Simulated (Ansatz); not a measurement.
Run report: SiO₂, geometry relaxation (part 1 of 2)

The run: geometry relaxation of SiO₂ (12 atoms in the cell). Method and program: DFT LDA, scalar-relativistic, plane waves, PAW, no spin polarisation (Ansatz 0.2.0).

The structure derives from a Materials Project entry. It belongs to a series of runs on one base structure; here: shear of c along a, cell held, atoms relaxed: -3.0 %. Figures and captions count atoms from 1; the log counts them from 0 in places.

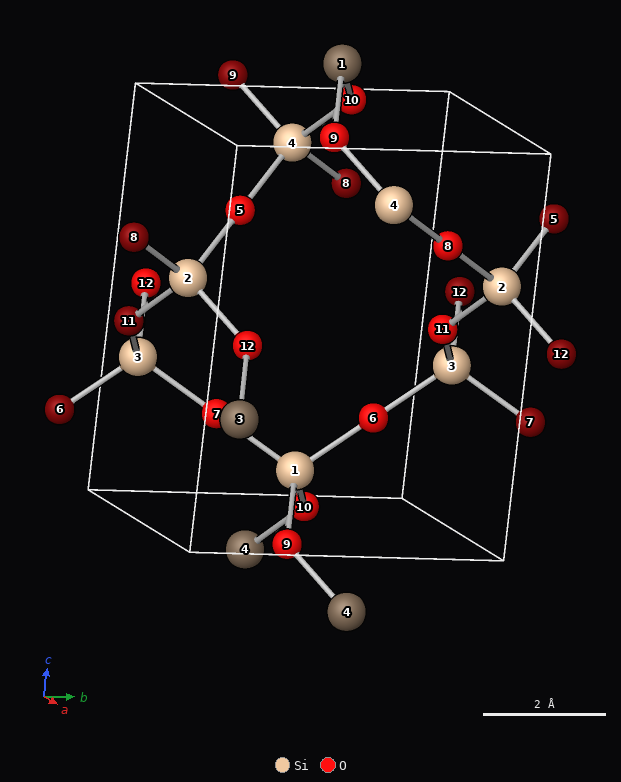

The structure as given in the input (ball-and-stick view of the cell of the calculation, set on other vectors, seen slightly off an axis; neighbours outside the cell are drawn fainter; atoms are numbered from 1 in the order of the input). Near neighbours in the crystal (not all of them lie inside the picture): Si has 4 O at 1.58 to 1.63 Å; O has 2 Si at 1.58 to 1.63 Å.

**The input**
```yaml
crystal:
  lattice:
    - [0.0, 4.6987277972, 7.3418642003]
    - [2.3472040734, 0.0, 7.3418642003]
    - [2.3472040734, 4.6334325251, -0.1020252804]
  atoms:
    - { symbol: Si, position: [0.5620680221, 0.5633854201, 0.9366504073] }
    - { symbol: Si, position: [0.3117822526, 0.3146689233, 0.6893034978] }
    - { symbol: Si, position: [0.6879319779, 0.6866145799, 0.3133495927] }
    - { symbol: Si, position: [0.9382177474, 0.9353310767, 0.5606965022] }
    - { symbol: O, position: [0.625, 0.125, 0.625] }
    - { symbol: O, position: [0.625, 0.625, 0.125] }
    - { symbol: O, position: [0.625, 0.625, 0.625] }
    - { symbol: O, position: [0.125, 0.625, 0.625] }
    - { symbol: O, position: [0.1872375767, 0.8115203895, 0.1838048777] }
    - { symbol: O, position: [0.8153826834, 0.1850137764, 0.8133494776] }
    - { symbol: O, position: [0.4346173166, 0.0649862236, 0.4366505224] }
    - { symbol: O, position: [0.0627624233, 0.4384796105, 0.0661951223] }
basis:
  ecutwfc: 420
kpoints:
  mp_grid: { grid: [6, 6, 6] }
hamiltonian:
  xc: lda
scf:
  occupations: { method: gaussian, width: 0.02 }
output:
  forces: true
  stress: true
  eigenvalues: true
  write_density: true
  write_potential: true
  elf: true
  volumetric_format: npy
relax:
  adjacent_minimum: "off"
  f_tol: 0.008
  max_steps: 40
```

Command:
```bash
ansatz run input.yaml --threads 2 --pin off --max-ram 5120MiB --backend cpu --events-out ev --progress --plain --runs-dir out
```

**The program's output**
```
Warning: output.stress: scf.convergence.dr2_threshold = 6.4e-8 eV (the default of a walk held to its f_tol) is looser than the 1.2e-9 eV advised for a printed stress (1e-10 eV for each atom of the cell: 12). What an SCF threshold leaves in a stress goes as its square root, and in the free energy as the threshold itself, and one threshold admits the most on a small cell: of the crystals measured, under no hybrid functional and no lock of the moments, on runs that ended without the residual-converged pass, on stresses that held no estimate of that error, the worst erred by over 100 MPa in a component at 1e-7 eV an atom and by under 5 at 1e-10. Every solve of this run answers to scf.convergence.dr2_threshold, and the tensor of one is reported: a single SCF on the reported geometry and on this run's grids (its basis.xc_grid and basis.ecutrho_ratio typed), with scf.convergence.dr2_threshold at 1.2e-9 eV or tighter, prints it and tightens no other solve. Else set scf.convergence.dr2_threshold to 1.2e-9 eV or tighter. The threshold is an SCF's pass mark: one that does not reach it within its budget of iterations ends unconverged, or closes short of it on a stop that the run arms, and scf.convergence.dr2_threshold's page says what that costs each kind of run
Engine: ansatz 0.2.0, x86_64-unknown-linux-gnu
Pseudopotentials: kind: paw
Pseudopotential: Si, paw, valence charge 4, recommended cutoff 420 eV (normal), Si.paw.azcp
Pseudopotential: O, paw, valence charge 6, recommended cutoff 420 eV (normal), O.paw.azcp
Functional definition: SPW92
  exchange = slater_x
  correlation = pw_c
Crystal: 12 atoms, lattice volume = 161.945 Å³
Basis set: ecut = 420 eV, 3161 PW (Γ)
Bands: 44, of which v1, the nominal top of the filled ones, is band 32 counted from 1 (31 counted from 0)
Symmetry: 2 space group operations
Space group: P-1 (ITA 2), of the structure as read, at distance tolerance 5.5e-5 Å
k-points: 112 of 216
Non-local potential: Si, projectors of the file, l = 0: 2, l = 1: 2, l = 2: 2
Non-local potential: O, projectors of the file, l = 0: 2, l = 1: 2, l = 2: 1
PAW form: soft (Blöchl's): semilocal exchange-correlation on the pseudo side does not see the compensation charge
PAW frozen core: Si, regenerated for the run's functional, and the local potential with it (the file was generated under x = pbe(κ = 0.804, μ = 0.2195149727645171), c = pbe(β = 0.06672455060314922))
PAW frozen core: O, regenerated for the run's functional, and the local potential with it (the file was generated under x = pbe(κ = 0.804, μ = 0.2195149727645171), c = pbe(β = 0.06672455060314922))
PAW one-centre angular grid: Si, 110 points (default); XC on 64 Gauss nodes
PAW one-centre angular grid: O, 110 points (default); XC on 64 Gauss nodes
Initial density: superposition of atomic densities (neutral atoms: chi_scale 0, normalization atom), corrected by the library's trained network
Initial wavefunctions: pseudopotential atomic-orbital guess
Functional: x = slater, c = lda
SCF iter   1: F=—  HF=-6890.710504 eV  |F-HF|=—  |Δ(HF+E_count)|=         —  Δρ=1.36e-2  dr2=2.69e-1  ethr=1.77e-3  ⟨swp⟩=7.5  Hψ=25625  notcnv=0  defer=82
preconditioner: auto → Resta (q_TF=auto, 2.337 Å⁻¹)  ε∞=3.0  [insulator: Δε(μ)=5.396 eV  Ē_g=16.478 eV  σ=0.020 eV  W_gap=1.00  n_scr=30 (ndim 8)  ℏωp=23.3 eV  f_vac=0.186  D(μ)=0.00/eV (n_scr^D=0)  ε∞_Penn≈3.0]
SCF iter   2: F=—  HF=-6890.634060 eV  |F-HF|=—  |Δ(HF+E_count)|=   7.64e-2  Δρ=3.56e-3  dr2=7.44e-3  ethr=4.20e-4  ⟨swp⟩=2.3  Hψ=9326  notcnv=0  defer=555
SCF iter   3: F=—  HF=-6890.632140 eV  |F-HF|=—  |Δ(HF+E_count)|=   1.92e-3  Δρ=1.64e-3  dr2=2.66e-3  ethr=1.16e-5  ⟨swp⟩=2.8  Hψ=7863  notcnv=0  defer=555
SCF iter   4: F=—  HF=-6890.631395 eV  |F-HF|=—  |Δ(HF+E_count)|=   7.45e-4  Δρ=1.78e-4  dr2=6.46e-5  ethr=4.16e-6  ⟨swp⟩=2.0  Hψ=7071  notcnv=0  defer=555
SCF iter   5: F=—  HF=-6890.631438 eV  |F-HF|=—  |Δ(HF+E_count)|=   4.32e-5  Δρ=1.87e-4  dr2=4.23e-5  ethr=1.01e-7  ⟨swp⟩=2.0  Hψ=7914  notcnv=0  defer=555
SCF iter   6: F=-6890.631430 eV  HF=-6890.631430 eV  |F-HF|=1.20e-7  |Δ(HF+E_count)|=   8.03e-6  Δρ=2.17e-5  dr2=6.60e-7  ethr=2.50e-9  ⟨swp⟩=17.3  Hψ=45603  notcnv=0
SCF 1 converged in 6 iterations: F = -6890.631430 eV  dr2 = 6.60e-7
  greatest PAW one-centre occupation: 0.860 electrons in one spin orbital (limit 2), on the O atom at site 10 (counted from 0), in its partial waves of l = 0
relax step   1: F+E_penalty+E_count = -6890.63143034 eV  Δ(F+E_penalty+E_count) = +0.000e0 eV  max|allowed force component| = 3.823e-1 eV/Å  Δτ_max = 0.0000 Å  (6 SCF iters, dr2 threshold 1.60e-6 eV, accepted)
Initial density: handed on by an earlier stage of this run
Initial wavefunctions: those handed on with the density
iter 1 solved again at ethr=8.72e-7 eV; its pass at ethr=3.10e-3 eV (dr2=5.58e-4 eV) is discarded
SCF iter   1: F=—  HF=-6890.636927 eV  |F-HF|=—  |Δ(HF+E_count)|=         —  Δρ=7.07e-4  dr2=5.33e-4  ethr=8.72e-7  ⟨swp⟩=3.1  Hψ=16124  notcnv=0  defer=557
preconditioner: auto → Resta (q_TF=auto, 2.337 Å⁻¹)  ε∞=3.0  [insulator: Δε(μ)=5.567 eV  Ē_g=16.607 eV  σ=0.020 eV  W_gap=1.00  n_scr=30 (ndim 8)  ℏωp=23.3 eV  f_vac=0.172  D(μ)=0.00/eV (n_scr^D=0)  ε∞_Penn≈3.0]
SCF iter   2: F=—  HF=-6890.636783 eV  |F-HF|=—  |Δ(HF+E_count)|=   1.44e-4  Δρ=2.93e-4  dr2=1.20e-4  ethr=8.33e-7  ⟨swp⟩=2.0  Hψ=6915  notcnv=0  defer=557
SCF iter   3: F=—  HF=-6890.636749 eV  |F-HF|=—  |Δ(HF+E_count)|=   3.39e-5  Δρ=1.48e-4  dr2=2.96e-5  ethr=1.87e-7  ⟨swp⟩=2.9  Hψ=7169  notcnv=0  defer=557
SCF iter   4: F=-6890.636740 eV  HF=-6890.636741 eV  |F-HF|=4.57e-7  |Δ(HF+E_count)|=   8.51e-6  Δρ=2.54e-5  dr2=1.85e-6  ethr=1.43e-8  ⟨swp⟩=17.1  Hψ=49495  notcnv=0
SCF 2 converged in 4 iterations: F = -6890.636740 eV  dr2 = 1.85e-6
relax step   2: F+E_penalty+E_count = -6890.63674038 eV  Δ(F+E_penalty+E_count) = -5.310e-3 eV  max|allowed force component| = 2.334e-1 eV/Å  Δτ_max = 0.0040 Å  (4 SCF iters, dr2 threshold 9.14e-6 eV, accepted)
SCF iter   1: F=—  HF=-6890.640465 eV  |F-HF|=—  |Δ(HF+E_count)|=         —  Δρ=1.09e-3  dr2=1.25e-3  ethr=2.28e-5  ⟨swp⟩=3.0  Hψ=11896  notcnv=0  defer=548
preconditioner: auto → Resta (q_TF=auto, 2.337 Å⁻¹)  ε∞=3.0  [insulator: Δε(μ)=5.560 eV  Ē_g=16.604 eV  σ=0.020 eV  W_gap=1.00  n_scr=30 (ndim 8)  ℏωp=23.3 eV  f_vac=0.171  D(μ)=0.00/eV (n_scr^D=0)  ε∞_Penn≈3.0]
SCF iter   2: F=—  HF=-6890.640140 eV  |F-HF|=—  |Δ(HF+E_count)|=   3.26e-4  Δρ=4.70e-4  dr2=3.09e-4  ethr=1.96e-6  ⟨swp⟩=2.5  Hψ=9261  notcnv=0  defer=548
SCF iter   3: F=—  HF=-6890.640048 eV  |F-HF|=—  |Δ(HF+E_count)|=   9.14e-5  Δρ=2.38e-4  dr2=7.39e-5  ethr=4.83e-7  ⟨swp⟩=2.8  Hψ=7230  notcnv=0  defer=548
SCF iter   4: F=—  HF=-6890.640028 eV  |F-HF|=—  |Δ(HF+E_count)|=   2.01e-5  Δρ=4.49e-5  dr2=4.79e-6  ethr=1.15e-7  ⟨swp⟩=2.0  Hψ=6908  notcnv=0  defer=548
SCF iter   5: F=-6890.640028 eV  HF=-6890.640028 eV  |F-HF|=3.60e-7  |Δ(HF+E_count)|=   1.42e-7  Δρ=2.25e-5  dr2=5.99e-7  ethr=5.32e-9  ⟨swp⟩=17.6  Hψ=43072  notcnv=0
SCF 3 converged in 5 iterations: F = -6890.640028 eV  dr2 = 5.99e-7
  greatest PAW one-centre occupation: 0.859 electrons in one spin orbital (limit 2), on the O atom at site 10 (counted from 0), in its partial waves of l = 0
relax step   3: F+E_penalty+E_count = -6890.64002765 eV  Δ(F+E_penalty+E_count) = -3.287e-3 eV  max|allowed force component| = 3.162e-2 eV/Å  Δτ_max = 0.0076 Å  (5 SCF iters, dr2 threshold 3.40e-6 eV, accepted)
SCF iter   1: F=—  HF=-6890.640900 eV  |F-HF|=—  |Δ(HF+E_count)|=         —  Δρ=1.09e-3  dr2=1.27e-3  ethr=3.90e-5  ⟨swp⟩=3.3  Hψ=12452  notcnv=0  defer=549
preconditioner: auto → Resta (q_TF=auto, 2.337 Å⁻¹)  ε∞=3.0  [insulator: Δε(μ)=5.558 eV  Ē_g=16.604 eV  σ=0.020 eV  W_gap=1.00  n_scr=30 (ndim 8)  ℏωp=23.3 eV  f_vac=0.171  D(μ)=0.00/eV (n_scr^D=0)  ε∞_Penn≈3.0]
SCF iter   2: F=—  HF=-6890.640539 eV  |F-HF|=—  |Δ(HF+E_count)|=   3.61e-4  Δρ=5.76e-4  dr2=3.49e-4  ethr=1.98e-6  ⟨swp⟩=1.2  Hψ=6334  notcnv=0  defer=549
SCF iter   3: F=—  HF=-6890.640425 eV  |F-HF|=—  |Δ(HF+E_count)|=   1.14e-4  Δρ=1.98e-4  dr2=4.56e-5  ethr=5.45e-7  ⟨swp⟩=2.0  Hψ=7035  notcnv=0  defer=549
SCF iter   4: F=—  HF=-6890.640423 eV  |F-HF|=—  |Δ(HF+E_count)|=   2.02e-6  Δρ=4.05e-5  dr2=1.62e-6  ethr=7.12e-8  ⟨swp⟩=2.0  Hψ=7416  notcnv=0  defer=549
SCF iter   5: F=—  HF=-6890.640423 eV  |F-HF|=—  |Δ(HF+E_count)|=   1.99e-8  Δρ=7.36e-6  dr2=1.09e-7  ethr=2.53e-9  ⟨swp⟩=2.9  Hψ=8122  notcnv=0  defer=549
SCF iter   6: F=-6890.640423 eV  HF=-6890.640423 eV  |F-HF|=9.33e-9  |Δ(HF+E_count)|=  7.44e-10  Δρ=3.93e-6  dr2=1.85e-8  ethr=1.00e-10  ⟨swp⟩=15.9  Hψ=37125  notcnv=0
SCF 4 converged in 6 iterations: F = -6890.640423 eV  dr2 = 1.85e-8
relax step   4: F+E_penalty+E_count = -6890.64042296 eV  Δ(F+E_penalty+E_count) = -3.953e-4 eV  max|allowed force component| = 1.061e-2 eV/Å  Δτ_max = 0.0116 Å  (6 SCF iters, accepted)
SCF iter   1: F=—  HF=-6890.640430 eV  |F-HF|=—  |Δ(HF+E_count)|=         —  Δρ=8.64e-5  dr2=9.51e-6  ethr=1.37e-7  ⟨swp⟩=2.0  Hψ=10648  notcnv=0  defer=200
preconditioner: auto → Resta (q_TF=auto, 2.337 Å⁻¹)  ε∞=3.0  [insulator: Δε(μ)=5.557 eV  Ē_g=16.604 eV  σ=0.020 eV  W_gap=1.00  n_scr=30 (ndim 8)  ℏωp=23.3 eV  f_vac=0.172  D(μ)=0.00/eV (n_scr^D=0)  ε∞_Penn≈3.0]
SCF iter   2: F=—  HF=-6890.640437 eV  |F-HF|=—  |Δ(HF+E_count)|=   6.47e-6  Δρ=4.41e-5  dr2=2.62e-6  ethr=1.49e-8  ⟨swp⟩=1.0  Hψ=5824  notcnv=0  defer=202
SCF iter   3: F=—  HF=-6890.640436 eV  |F-HF|=—  |Δ(HF+E_count)|=   9.70e-7  Δρ=1.72e-5  dr2=3.38e-7  ethr=4.09e-9  ⟨swp⟩=2.1  Hψ=7084  notcnv=0  defer=202
SCF iter   4: F=-6890.640436 eV  HF=-6890.640436 eV  |F-HF|=2.81e-9  |Δ(HF+E_count)|=   8.76e-8  Δρ=3.87e-6  dr2=2.05e-8  ethr=1.00e-10  ⟨swp⟩=13.7  Hψ=36707  notcnv=0
SCF 5 converged in 4 iterations: F = -6890.640436 eV  dr2 = 2.05e-8
relax step   5: F+E_penalty+E_count = -6890.64043580 eV  Δ(F+E_penalty+E_count) = -1.284e-5 eV  max|allowed force component| = 4.199e-3 eV/Å  Δτ_max = 0.0010 Å  (4 SCF iters, accepted)
```

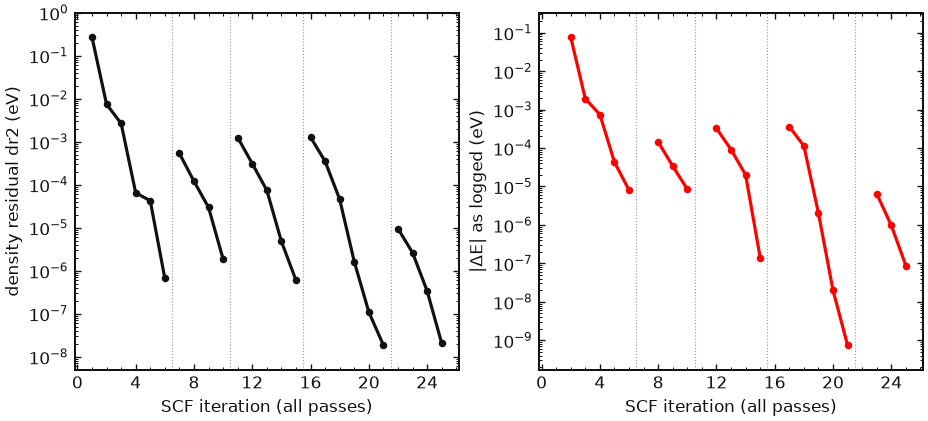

Convergence of the self-consistent field: density residual dr2 and size of the energy change against the SCF iteration. The dotted lines part the SCF passes of the relaxation: geometry steps, rejected trials and re-solves on a re-selected basis. The 5 passes take 4 to 6 iterations each, 25 in all.

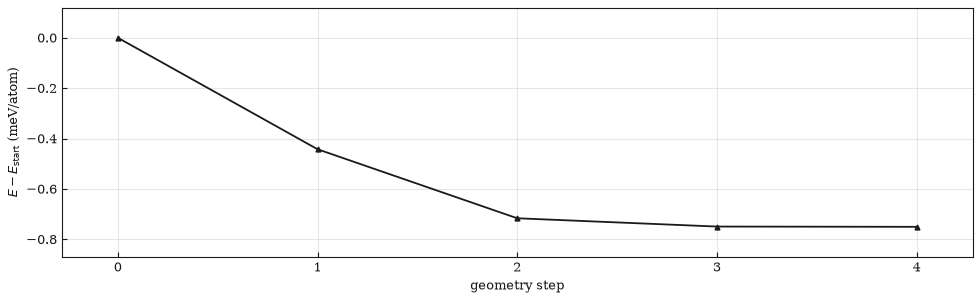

Progress of the relaxation, step by step (the first geometry is step 0 here and step 1 in the log).

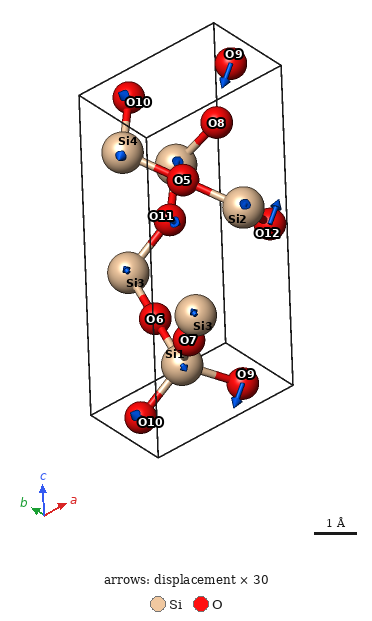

The starting structure with the displacements as blue arrows, magnified 30 times (ball-and-stick view of the cell of the calculation, set on other vectors, seen slightly off an axis). The energy falls by 0.8 meV per atom in 4 geometry steps. Largest force component: 0.38 eV/Å at the start, 0.0042 eV/Å at the end. The largest moves, 0.023 Å, are those of O9 and O12. By element the largest moves are O 0.023 Å, Si 0.013 Å. The lattice vectors keep their values. Among the contacts that change: Si2–O11 1.601 → 1.609 Å, Si1–O6 1.585 → 1.592 Å, Si1–O9 1.626 → 1.618 Å, Si2–O12 1.622 → 1.618 Å. The space group stays P-1 (No. 2). (Atoms are counted from 1 in the order of the input.)

```
SCF converged after 4 iterations
Free energy (F): -6890.640436 eV
Harris-Foulkes:  -6890.640436 eV  (|F-HF|=2.81e-9)
Internal energy: -6890.640436 eV  (E = F + TS)
E sigma→0 (E₀):  -6890.640436 eV
Fermi energy:    4.356489 eV
--- Per-component energies (eV) ---
  E_band       = -338.351306
  E_kinetic    = 1603.653222
  E_local      = -4246.271027  (includes V_loc(G=0)·N_el)
  E_nonlocal   = 502.497654
  E_hartree    = 1530.082043
  E_xc         = -802.985964
  E_vxc        = -939.674591  (∫ρ·V_xc dr)
  E_paw        = -3132.845723  (= ΣΔE_a)
  E_vpaw       = -318.742175  (= ΣTr[D̂ρ^β])
  E_aug_tail   = 0.021315  (compensation charges beyond the density's cutoff)
  E_ewald      = -2345.904651
  E_core_change = 1.112695  (= ΣΔE_core)
  E_smearing   = -0.000000  (= −TS)
  E_closure    = 0.000000  (closes the sum)
  Σ components = -6890.640436   (vs F -6890.640436, Δ=0.00e0)
```
